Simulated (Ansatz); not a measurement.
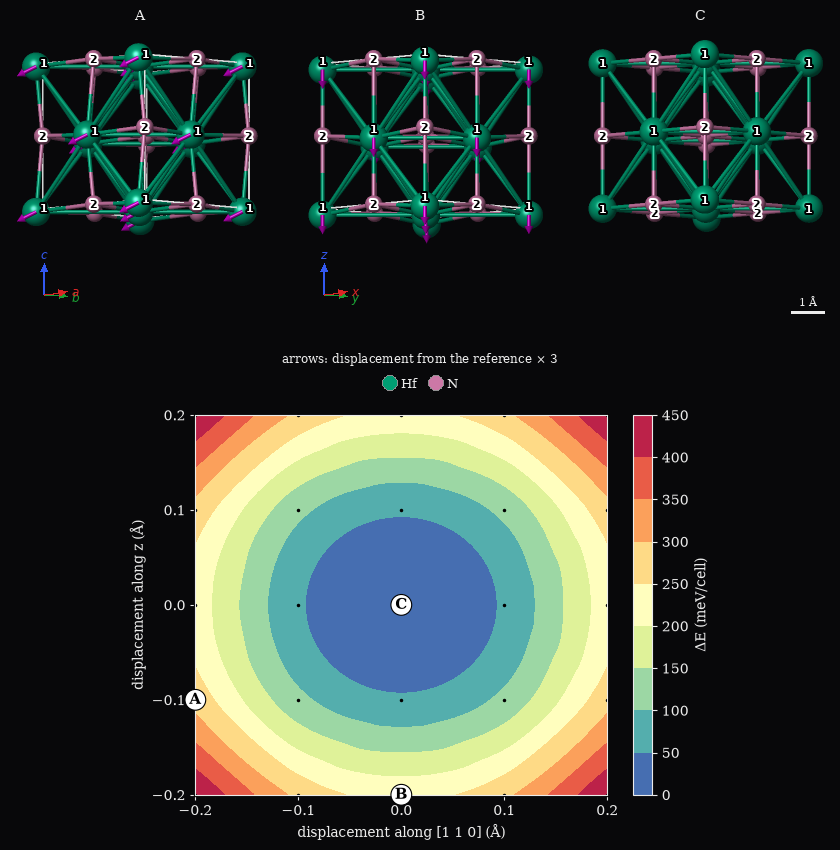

Energy scan for solid HfN (Fm-3m), in which Hf1 (one in each cell of 2 atoms) is moved over the plane of the Cartesian directions [1 1 0] and z, all else fixed. The map is interpolated between the computed points (dots). The lettered frames are marked on it. A ball-and-stick model of the conventional cell (4 times the calculation's cell), seen nearly along the normal of the scanned plane. Purple arrows: displacements from the reference. Lengths and directions refer to the drawn axes.

Method: DFT PBEsol, scalar-relativistic, plane waves, PAW (Ansatz). (plane-wave cutoff 420 eV; k-point mesh 18 × 18 × 18; occupations gaussian; smearing width 0.15 eV; no spin polarisation). Energies (free energies at the smearing named) are counted from the cell as listed in its source, which wasn't relaxed.

Question: Describe the energy landscape.

Answer: In pairs of (displacement along [1 1 0] (Å); displacement along z (Å)): the lowest computed point lies at (0.00, 0.00) (0 meV/cell), the highest at (−0.20, −0.20), (0.20, 0.20), (0.20, −0.20), (−0.20, 0.20) (448 meV/cell).  Over the ranges scanned the energy rises by about as much along both axes. The frames lie at A (−0.20, −0.10): 282 meV/cell, B (0.00, −0.20): 235 meV/cell, C (0.00, 0.00): 0 meV/cell.

The computed points:

Rows: displacement along [1 1 0] (Å); columns: displacement along z (Å); values in meV/cell.

```csv
,−0.20,−0.10,0.00,0.10,0.20
−0.20,448,282,228,282,448
−0.10,288,114,58,114,288
0.00,235,58,0,58,235
0.10,288,114,58,114,288
0.20,448,282,228,282,448
```
